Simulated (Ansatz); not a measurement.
## Electronic structure of Al9N (slab) in real space

The calculation's input:

```
crystal:
  lattice:
    - [2.8362844918, 0.0, 0.0]
    - [-1.4181422459, 2.4562944222, 0.0]
    - [0.0, 0.0, 37.6442989108]
  atoms:
    - { symbol: Al, position: [0.3333333333, 0.6666666667, 0.2257978033] }
    - { symbol: Al, position: [0.0, 0.0, 0.2877072406] }
    - { symbol: Al, position: [0.6666666667, 0.3333333333, 0.3496166779] }
    - { symbol: Al, position: [0.0, 0.0, 0.4115261153] }
    - { symbol: Al, position: [0.3333333333, 0.6666666667, 0.4729161237] }
    - { symbol: Al, position: [0.0, 0.0, 0.5342805556] }
    - { symbol: Al, position: [0.6666666667, 0.3333333333, 0.5966221375] }
    - { symbol: Al, position: [0.0, 0.0, 0.6583877038] }
    - { symbol: Al, position: [0.3333333333, 0.6666666667, 0.7209215701] }
    - { symbol: "N", position: [0.3333333333, 0.6666666667, 0.7724565981] }
basis:
  ecutwfc: 420
kpoints:
  mp_grid: { grid: [12, 12, 1] }
hamiltonian:
  xc: pbesol
scf:
  occupations: { method: gaussian, width: 0.1 }
output:
  forces: true
  eigenvalues: true
  write_density: true
  write_potential: true
  elf: true
  volumetric_format: npy
relax:
  adjacent_minimum: "off"
  f_tol: 0.03
  max_steps: 70
  constraints: [{ sites: [0, 1, 2, 3] }]
efield:
  axis: 3
  dipole_correction: true
  ramp_width: 0.04
```

Command:

```sh
ansatz run input.yaml --threads 1 --pin off --max-ram 2560MiB --backend cpu --events-out ev --progress --plain --runs-dir out
```

The fields are those of the relaxed geometry.

Theory: DFT PBEsol, scalar-relativistic, plane waves, PAW in Ansatz 0.2.0.

Core electrons are frozen (PAW), and the valence fields are smoothed inside the atomic spheres.

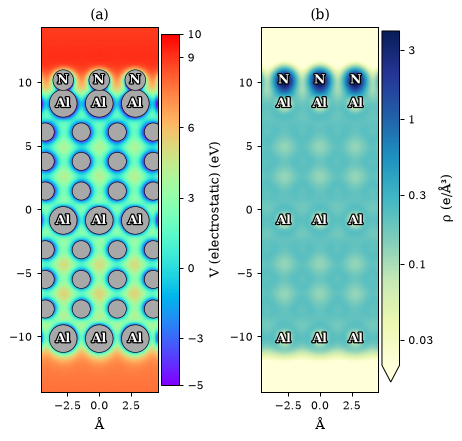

Figure 1. (a) electrostatic potential energy of an electron; (b) valence charge density (pseudo) on the (100) plane of the calculation cell, a cut from vacuum to vacuum. Grey discs cover the atomic cores in the potential map.

Describe what can be read from this map.

Answer. The section cuts through Al and N sites.
Atoms just off the plane (Al, 0.8 Å away) can leave unmarked features too.
Al–N (1.83 Å): ρ at the midpoint is about 0.79 e/Å³.
The density dies away to nearly zero in the vacuum.

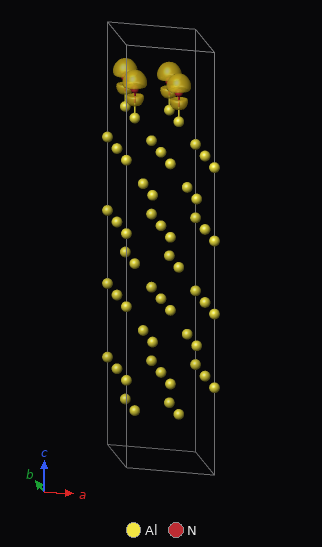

Figure 2. Isosurface of the ELF at 0.8 (yellow), seen slightly off an axis. Only the valence region is drawn (cores and ρ < 0.01 e/Å³ removed). Sticks mark near contacts.

Where are the electrons localised?

Answer. At this value the surface marks out one lobe of the valence shell of N pointing towards Al and one lobe on N, pointing away from the bonds (lone pairs), counted in one cell of 10 atoms. Counts are for one cell; the picture repeats the cell along the surface. Profiles from the grid: Al–N (1.83 Å): the ELF peaks at about 0.90 in the valence shell of N, 0.7 Å from its nucleus, and is about 0.90 at the midpoint.

Metal or insulator at this level of theory?

Answer. It is gapless in this calculation (a metal or semimetal).
